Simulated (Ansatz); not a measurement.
**Geometry relaxation, with input and output: Zn18O17**

- system: Zn18O17 (defect cell, 35 atoms in the cell)
- method: DFT, PBE, plane waves, PAW, no spin polarisation (Ansatz 0.2.0)

The structure derives from a Materials Project entry. The run did not end well. It belongs to a series of runs on one base structure; here: O vacancy (site b), charge +0, atoms relaxed at the host's cell. Figures and captions count atoms from 1; the log counts them from 0 in places.

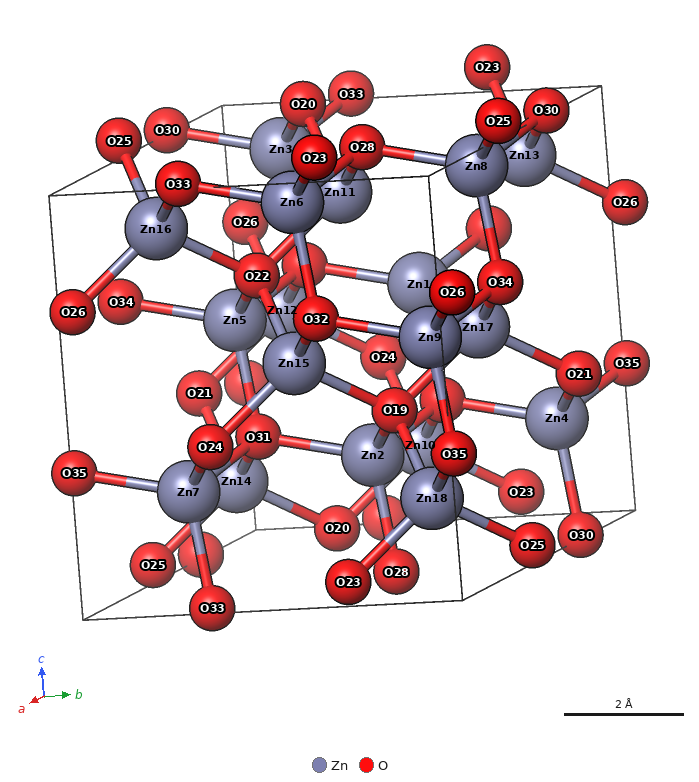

The structure as given in the input (ball-and-stick view of the cell of the calculation, seen slightly off an axis; bonded neighbours outside the cell are drawn too; atoms are numbered from 1 in the order of the input).

Outcome

```json
{"quantity": "outcome", "value": "not converged"}
{"quantity": "hardware", "value": "4 threads of AMD EPYC (Zen 3), 189 GiB of memory available, shared host"}
{"quantity": "wall time", "value": "36 s (CPU time 85 s)"}
{"quantity": "peak memory", "value": "1.2 GiB"}
```

What went wrong

Settings chosen away from the usual ones: O vacancy (site b), charge +0, atoms relaxed at the host's cell. The run did not converge: “geometry relaxation did not converge after 1 steps: max|allowed force component| = 5.32e-1 eV/Å (threshold 2.5e-2). Raise `relax.max_steps` over both its present limit and 1, loosen `relax.f_tol`, or start from a geometry closer to equilibrium …” Its last values are not results.

The input
```yaml
crystal:
  lattice:
    - [0.0, 5.6800713003, 5.2932332523]
    - [-4.9190860413, -2.8400356501, 5.2932332523]
    - [4.9190860413, -2.8400356501, 5.2932332523]
  atoms:
    - { symbol: Zn, position: [0.2779792496, 0.611312583, 0.611312583] }
    - { symbol: Zn, position: [0.611312583, 0.611312583, 0.2779792496] }
    - { symbol: Zn, position: [0.2779792496, 0.2779792496, 0.9446459163] }
    - { symbol: Zn, position: [0.2779792496, 0.9446459163, 0.2779792496] }
    - { symbol: Zn, position: [0.611312583, 0.2779792496, 0.611312583] }
    - { symbol: Zn, position: [0.9446459163, 0.611312583, 0.9446459163] }
    - { symbol: Zn, position: [0.9446459163, 0.2779792496, 0.2779792496] }
    - { symbol: Zn, position: [0.611312583, 0.9446459163, 0.9446459163] }
    - { symbol: Zn, position: [0.9446459163, 0.9446459163, 0.611312583] }
    - { symbol: Zn, position: [0.2224236941, 0.5557570274, 0.2224236941] }
    - { symbol: Zn, position: [0.5557570274, 0.5557570274, 0.8890903607] }
    - { symbol: Zn, position: [0.2224236941, 0.2224236941, 0.5557570274] }
    - { symbol: Zn, position: [0.2224236941, 0.8890903607, 0.8890903607] }
    - { symbol: Zn, position: [0.5557570274, 0.2224236941, 0.2224236941] }
    - { symbol: Zn, position: [0.8890903607, 0.5557570274, 0.5557570274] }
    - { symbol: Zn, position: [0.8890903607, 0.2224236941, 0.8890903607] }
    - { symbol: Zn, position: [0.5557570274, 0.8890903607, 0.5557570274] }
    - { symbol: Zn, position: [0.8890903607, 0.8890903607, 0.2224236941] }
    - { symbol: O, position: [0.7376796393, 0.7376796393, 0.4043463059] }
    - { symbol: O, position: [0.4043463059, 0.4043463059, 0.0710129726] }
    - { symbol: O, position: [0.4043463059, 0.0710129726, 0.4043463059] }
    - { symbol: O, position: [0.7376796393, 0.4043463059, 0.7376796393] }
    - { symbol: O, position: [0.0710129726, 0.7376796393, 0.0710129726] }
    - { symbol: O, position: [0.0710129726, 0.4043463059, 0.4043463059] }
    - { symbol: O, position: [0.7376796393, 0.0710129726, 0.0710129726] }
    - { symbol: O, position: [0.0710129726, 0.0710129726, 0.7376796393] }
    - { symbol: O, position: [0.3487907504, 0.6821240837, 0.3487907504] }
    - { symbol: O, position: [0.6821240837, 0.6821240837, 0.015457417] }
    - { symbol: O, position: [0.3487907504, 0.3487907504, 0.6821240837] }
    - { symbol: O, position: [0.3487907504, 0.015457417, 0.015457417] }
    - { symbol: O, position: [0.6821240837, 0.3487907504, 0.3487907504] }
    - { symbol: O, position: [0.015457417, 0.6821240837, 0.6821240837] }
    - { symbol: O, position: [0.015457417, 0.3487907504, 0.015457417] }
    - { symbol: O, position: [0.6821240837, 0.015457417, 0.6821240837] }
    - { symbol: O, position: [0.015457417, 0.015457417, 0.3487907504] }
  host:
    lattice:
      - [3.2793906942, 0.0, 0.0]
      - [-1.6396953471, 2.8400356501, 0.0]
      - [0.0, 0.0, 5.2932332523]
    atoms:
      - { symbol: Zn, position: [0.6666666667, 0.3333333333, 0.5006044156] }
      - { symbol: Zn, position: [0.3333333333, 0.6666666667, 0.0006044156] }
      - { symbol: O, position: [0.6666666667, 0.3333333333, 0.8797055844] }
      - { symbol: O, position: [0.3333333333, 0.6666666667, 0.3797055844] }
basis:
  ecutwfc: 420
  xc_grid: 2
kpoints:
  mp_grid: { grid: [2, 2, 2], shift: [0.5, 0.5, 0.5] }
hamiltonian:
  xc: pbe
scf:
  occupations: { method: gaussian, width: 0.01 }
output:
  forces: true
  stress: false
  eigenvalues: true
  charged_corrections:
    defect_position: [0.40434631, 0.73767964, 0.73767964]
    epsilon: [[10.5529, 0.0, 0.0], [0.0, 10.5529, 0.0], [0.0, 0.0, 11.5879]]
relax:
  adjacent_minimum: "off"
  f_tol: 0.025
  max_steps: 1
```

Launch command:
```bash
ansatz run input.yaml --threads 4 --pin off --max-ram 8192MiB --backend cpu --events-out ev --progress --plain --runs-dir out
```

Output
```
Engine: ansatz 0.2.0, x86_64-unknown-linux-gnu
Pseudopotentials: kind: paw
Pseudopotential: Zn, paw, valence charge 12, recommended cutoff 420 eV (normal), Zn.paw.azcp
Pseudopotential: O, paw, valence charge 6, recommended cutoff 420 eV (normal), O.paw.azcp
Functional definition: PBE
  parameter kappa = 0.804
  parameter beta = 0.06672455060314922
  exchange = pbe_x(kappa = kappa, mu = beta*pi^2/3)
  correlation = pbe_c(beta = beta)
Crystal: 35 atoms, lattice volume = 443.691 Å³
Basis set: ecut = 420 eV, 8645 PW (Γ), exchange–correlation on 108×108×108 points (8 copies of the dense FFT grid, shifted against one another)
Bands: 194, of which v1, the nominal top of the filled ones, is band 159 counted from 1 (158 counted from 0)
Symmetry: 6 space group operations
Space group: R3m (ITA 160), of the structure as read, at distance tolerance 7.6e-5 Å
k-points: 2 of 8 (time reversal used)
Non-local potential: Zn, projectors of the file, l = 0: 2, l = 1: 2, l = 2: 3, l = 3: 1
Non-local potential: O, projectors of the file, l = 0: 2, l = 1: 2, l = 2: 1
PAW form: soft (Blöchl's): semilocal exchange-correlation on the pseudo side does not see the compensation charge
PAW one-centre angular grid: Zn, 590 points (default); XC on 64 Gauss nodes
PAW one-centre angular grid: O, 110 points (default); XC on 64 Gauss nodes
Initial density: superposition of atomic densities (neutral atoms: chi_scale 0, normalization atom), corrected by the library's trained network
Initial wavefunctions: pseudopotential atomic-orbital guess
Functional: x = pbe(κ = 0.804, μ = 0.2195149727645171), c = pbe(β = 0.06672455060314922)
SCF iter   1: F=—  HF=-69394.305519 eV  |F-HF|=—  |Δ(HF+E_count)|=         —  Δρ=1.67e-3  dr2=1.75e-2  ethr=1.77e-3  ⟨swp⟩=5.5  Hψ=1344  notcnv=0  defer=10
preconditioner: auto → Resta (q_TF=auto, 2.581 Å⁻¹)  ε∞=7.6  [insulator: Δε(μ)=1.411 eV  Ē_g=12.205 eV  σ=0.010 eV  W_gap=1.00  n_scr=130 (ndim 8)  ℏωp=31.4 eV  f_vac=0.035  D(μ)=0.00/eV (n_scr^D=0)  ε∞_Penn≈7.6]
SCF iter   2: F=—  HF=-69394.317905 eV  |F-HF|=—  |Δ(HF+E_count)|=   1.24e-2  Δρ=9.40e-4  dr2=5.89e-3  ethr=5.51e-6  ⟨swp⟩=2.5  Hψ=907  notcnv=0  defer=56
SCF iter   3: F=—  HF=-69394.317798 eV  |F-HF|=—  |Δ(HF+E_count)|=   1.07e-4  Δρ=5.17e-4  dr2=1.88e-3  ethr=1.85e-6  ⟨swp⟩=2.0  Hψ=630  notcnv=0  defer=56
SCF iter   4: F=—  HF=-69394.317386 eV  |F-HF|=—  |Δ(HF+E_count)|=   4.13e-4  Δρ=2.07e-4  dr2=1.61e-4  ethr=5.93e-7  ⟨swp⟩=2.0  Hψ=630  notcnv=0  defer=56
SCF iter   5: F=—  HF=-69394.317373 eV  |F-HF|=—  |Δ(HF+E_count)|=   1.25e-5  Δρ=9.61e-5  dr2=3.04e-5  ethr=5.07e-8  ⟨swp⟩=2.0  Hψ=616  notcnv=0  defer=56
SCF iter   6: F=—  HF=-69394.317763 eV  |F-HF|=—  |Δ(HF+E_count)|=   3.89e-4  Δρ=3.70e-5  dr2=5.53e-6  ethr=9.57e-9  ⟨swp⟩=2.0  Hψ=616  notcnv=0  defer=56
SCF iter   7: F=—  HF=-69394.317763 eV  |F-HF|=—  |Δ(HF+E_count)|=   3.07e-9  Δρ=9.72e-6  dr2=5.32e-7  ethr=1.74e-9  ⟨swp⟩=2.0  Hψ=616  notcnv=0  defer=56
SCF iter   8: F=—  HF=-69394.317763 eV  |F-HF|=—  |Δ(HF+E_count)|=   3.04e-7  Δρ=1.05e-5  dr2=4.09e-7  ethr=3.14e-11  ⟨swp⟩=11.5  Hψ=2444  notcnv=0
SCF iter   9: F=-69394.317763 eV  HF=-69394.317763 eV  |F-HF|=1.04e-8  |Δ(HF+E_count)|=   1.04e-7  Δρ=1.82e-6  dr2=1.90e-8  ethr=3.14e-11  ⟨swp⟩=3.5  Hψ=1698  notcnv=0
SCF 1 converged in 9 iterations: F = -69394.317763 eV  dr2 = 1.90e-8
  greatest PAW one-centre occupation: 0.987 electrons in one spin orbital (limit 2), on the Zn atom at site 16 (counted from 0), in its partial waves of l = 2
relax step   1: F+E_penalty+E_count = -69394.31776272 eV  Δ(F+E_penalty+E_count) = +0.000e0 eV  max|allowed force component| = 5.322e-1 eV/Å  Δτ_max = 0.0000 Å  (9 SCF iters, accepted)
```

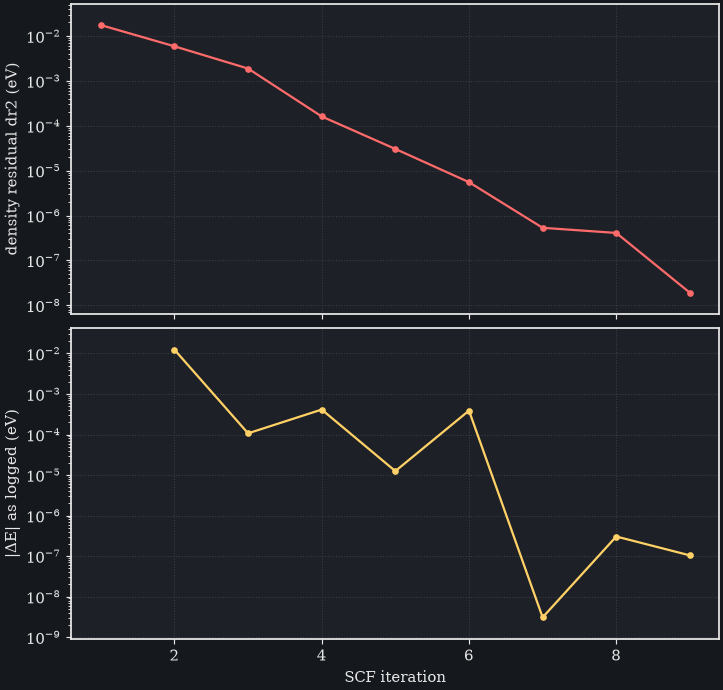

Convergence of the self-consistent field: density residual dr2 and size of the energy change against the SCF iteration. The residual is still falling at the last step (down to 2 × 10⁻⁸), so the run was stopped before it got there.

```
Step failed. What follows is not a result of the run: it is the report of the last solve that finished, which converged after 9 SCF iterations.
Free energy (F): -69394.317763 eV
Harris-Foulkes:  -69394.317763 eV  (|F-HF|=1.04e-8)
Internal energy: -69394.317763 eV  (E = F + TS)
E sigma→0 (E₀):  -69394.317763 eV
Fermi energy:    8.120868 eV
--- Per-component energies (eV) ---
  E_band       = 402.017480
  E_kinetic    = 5313.254401
  E_local      = -36604.040059  (includes V_loc(G=0)·N_el)
  E_nonlocal   = 11961.881429
  E_hartree    = 15055.629790
  E_xc         = -3699.068616
  E_vxc        = -2505.152753  (∫ρ·V_xc dr)
  E_paw        = -35662.655808  (= ΣΔE_a)
  E_vpaw       = -7875.226994  (= ΣTr[D̂ρ^β])
  E_aug_tail   = 0.034933  (compensation charges beyond the density's cutoff)
  E_ewald      = -25759.353833
  E_smearing   = -0.000000  (= −TS)
  E_closure    = -0.000000  (closes the sum)
  Σ components = -69394.317763   (vs F -69394.317763, Δ=0.00e0)
--- Forces (eV/Å), atoms counted from 1 ---
  atom   1  Zn     0.00000000     0.00000000     0.51752785
  atom   2  Zn     0.04408696    -0.01170875     0.00924313
  atom   3  Zn    -0.03218356    -0.03232606     0.00924313
  atom   4  Zn     0.03218356    -0.03232606     0.00924313
  atom   5  Zn    -0.04408696    -0.01170875     0.00924313
  atom   6  Zn     0.01190341     0.04403481     0.00924313
  atom   7  Zn     0.00000000    -0.00000000    -0.00074616
  atom   8  Zn     0.00000000    -0.00000000    -0.06866010
  atom   9  Zn    -0.01190341     0.04403481     0.00924313
  atom  10  Zn    -0.02571154     0.01484456    -0.01477779
  atom  11  Zn    -0.46086936    -0.26608305    -0.15362008
  atom  12  Zn     0.02571154     0.01484456    -0.01477779
  atom  13  Zn     0.00000000     0.53216609    -0.15362008
  atom  14  Zn     0.00000000     0.02357891     0.02043239
  atom  15  Zn     0.00000000    -0.02968913    -0.01477779
  atom  16  Zn     0.02041993    -0.01178945     0.02043239
  atom  17  Zn     0.46086936    -0.26608305    -0.15362008
  atom  18  Zn    -0.02041993    -0.01178945     0.02043239
  atom  19  O     -0.01873065    -0.07578841     0.01359118
  atom  20  O     -0.05626937     0.05411543     0.01359118
  atom  21  O      0.05626937     0.05411543     0.01359118
  atom  22  O      0.01873065    -0.07578841     0.01359118
  atom  23  O     -0.07500002     0.02167299     0.01359118
  atom  24  O      0.00000000     0.00000000     0.01044312
  atom  25  O      0.00000000    -0.00000000    -0.02355890
  atom  26  O      0.07500002     0.02167299     0.01359118
  atom  27  O      0.07608590    -0.04392821     0.01808809
  atom  28  O      0.01176600     0.00679310    -0.05876930
  atom  29  O     -0.07608590    -0.04392821     0.01808809
  atom  30  O      0.00000000    -0.01358621    -0.05876930
  atom  31  O      0.00000000    -0.00474717    -0.00202502
  atom  32  O      0.00000000     0.08785642     0.01808809
  atom  33  O     -0.00411117     0.00237359    -0.00202502
  atom  34  O     -0.01176600     0.00679310    -0.05876930
  atom  35  O      0.00411117     0.00237359    -0.00202502
  max |Σ_I F_I| component: 3.44e-6 eV/Å
--- Band table (eV) ---
  k-point 0: bands = ["-11.1392", "-10.8172", "-10.8172", "-10.7638", "-10.6787", "-10.6787", "-10.6782", "-10.6352", "-10.5798", "-10.5798", "-10.5027", "-10.4789", "-10.4703", "-10.4703", "-10.4351", "-10.4351", "-10.4298", "0.5933", "0.6357", "0.6357", "0.6893", "0.6893", "0.7048", "0.7681", "0.7716", "0.7716", "0.8868", "0.9647", "0.9647", "0.9678", "0.9790", "0.9790", "1.0349", "1.0447", "1.0447", "1.1046", "1.1046", "1.1138", "1.1354", "1.1413",
      "1.1413", "1.2013", "1.2013", "1.2127", "1.2690", "1.2690", "1.2746", "1.2813", "1.2996", "1.2996", "1.3503", "1.3503", "1.3594", "1.3824", "1.3831", "1.3831", "1.4371", "1.4371", "1.4683", "1.5224", "1.5224", "1.5363", "1.5797", "1.5797", "1.6372", "1.6372", "1.7040", "1.7537", "1.7651", "1.8536", "1.8618", "1.8618", "1.9050", "1.9050", "1.9328", "1.9328", "1.9581", "1.9957", "2.0040", "2.0040",
      "2.0379", "2.0379", "2.0942", "2.0942", "2.1332", "2.1332", "2.1647", "2.1650", "2.1650", "2.1728", "2.1823", "2.1823", "2.2174", "2.2187", "2.2187", "2.2520", "2.2520", "2.2778", "2.2905", "2.2905", "2.3209", "2.3792", "2.3957", "2.3957", "2.4566", "2.4566", "2.4566", "2.7164", "2.8166", "2.8166", "2.9448", "2.9474", "3.0508", "3.0508", "3.1667", "3.2940", "3.3082", "3.3082", "3.3998", "3.3998",
      "3.4498", "3.5454", "3.5454", "3.7433", "3.7968", "3.7968", "4.2381", "4.3631", "4.3631", "4.6506", "4.6506", "4.7854", "4.8652", "4.8652", "4.8766", "4.9620", "4.9620", "5.0268", "5.0714", "5.0714", "5.2269", "5.2342", "5.3425", "5.3425", "5.3502", "5.4714", "5.4714", "5.5320", "5.6587", "5.7452", "5.7452", "5.7629", "5.7629", "5.9127", "5.9127", "5.9341", "6.3474", "6.3474", "7.1937", "8.8370",
      "10.1481", "10.1481", "10.6403", "11.0950", "11.2222", "11.2222", "11.2631", "11.9426", "11.9426", "12.7224", "12.7224", "13.0356", "13.4767", "13.7750", "13.7750", "14.1392", "14.2074", "14.2554", "14.2554", "14.4163", "14.4163", "14.5517", "14.5517", "14.7916", "14.8586", "14.8586", "15.1251", "15.1755", "15.2362", "15.2362", "15.3066", "15.3822", "15.3822", "15.6765"]
  k-point 1: bands = ["-11.0897", "-10.8997", "-10.8415", "-10.7919", "-10.7415", "-10.6335", "-10.6079", "-10.5849", "-10.5522", "-10.5480", "-10.5252", "-10.5128", "-10.4896", "-10.4896", "-10.4491", "-10.4178", "-10.4142", "0.6928", "0.7080", "0.7377", "0.7418", "0.7527", "0.7627", "0.8022", "0.8247", "0.8253", "0.8344", "0.8687", "0.8752", "0.8925", "0.9267", "0.9287", "1.0345", "1.0374", "1.0726", "1.0777", "1.0983", "1.1063", "1.1344", "1.1496",
      "1.1572", "1.1710", "1.1782", "1.1876", "1.2178", "1.2283", "1.2403", "1.2482", "1.2792", "1.2927", "1.2962", "1.3126", "1.3555", "1.3661", "1.3860", "1.3989", "1.4182", "1.4317", "1.4821", "1.4893", "1.5106", "1.5205", "1.5400", "1.5521", "1.5982", "1.6349", "1.6492", "1.7119", "1.7541", "1.8357", "1.8664", "1.8692", "1.8850", "1.9035", "1.9449", "1.9683", "1.9769", "1.9887", "2.0137", "2.0206",
      "2.0460", "2.0695", "2.0951", "2.1204", "2.1426", "2.1523", "2.1529", "2.1614", "2.1740", "2.1870", "2.2095", "2.2209", "2.2272", "2.2431", "2.2531", "2.2743", "2.2893", "2.3001", "2.3217", "2.3277", "2.3336", "2.3461", "2.3613", "2.3819", "2.3875", "2.4407", "2.4875", "2.6154", "2.7468", "2.7697", "2.7856", "2.9435", "3.0271", "3.0574", "3.1240", "3.1796", "3.2795", "3.2929", "3.4268", "3.4293",
      "3.8509", "3.8723", "3.8812", "4.0606", "4.1415", "4.2246", "4.2411", "4.3858", "4.4003", "4.4365", "4.4581", "4.5223", "4.6342", "4.7341", "4.8373", "4.8966", "4.9065", "4.9710", "5.0903", "5.1442", "5.2055", "5.2805", "5.3110", "5.3540", "5.4229", "5.4400", "5.4514", "5.4537", "5.5184", "5.6126", "5.6994", "5.7274", "5.7406", "5.7999", "5.8593", "5.9660", "6.1867", "6.2686", "7.4046", "8.9950",
      "9.8113", "10.0090", "10.6918", "11.0699", "11.3360", "11.7416", "11.9178", "12.1128", "12.4106", "12.5974", "12.6356", "12.8119", "12.9105", "12.9914", "13.3625", "13.4596", "13.8385", "14.1364", "14.2088", "14.4599", "14.5847", "14.6456", "14.8353", "14.9249", "14.9441", "14.9793", "14.9997", "15.0753", "15.1147", "15.6651", "15.8247", "15.9848", "16.1128", "16.4807"]
End of that report.
Error: geometry relaxation did not converge after 1 steps: max|allowed force component| = 5.32e-1 eV/Å (threshold 2.5e-2). Raise `relax.max_steps` over both its present limit and 1, loosen `relax.f_tol`, or start from a geometry closer to equilibrium. Where this run's directory can be resumed (`checkpoint.write`), a resume goes on for up to `relax.max_steps` more
```
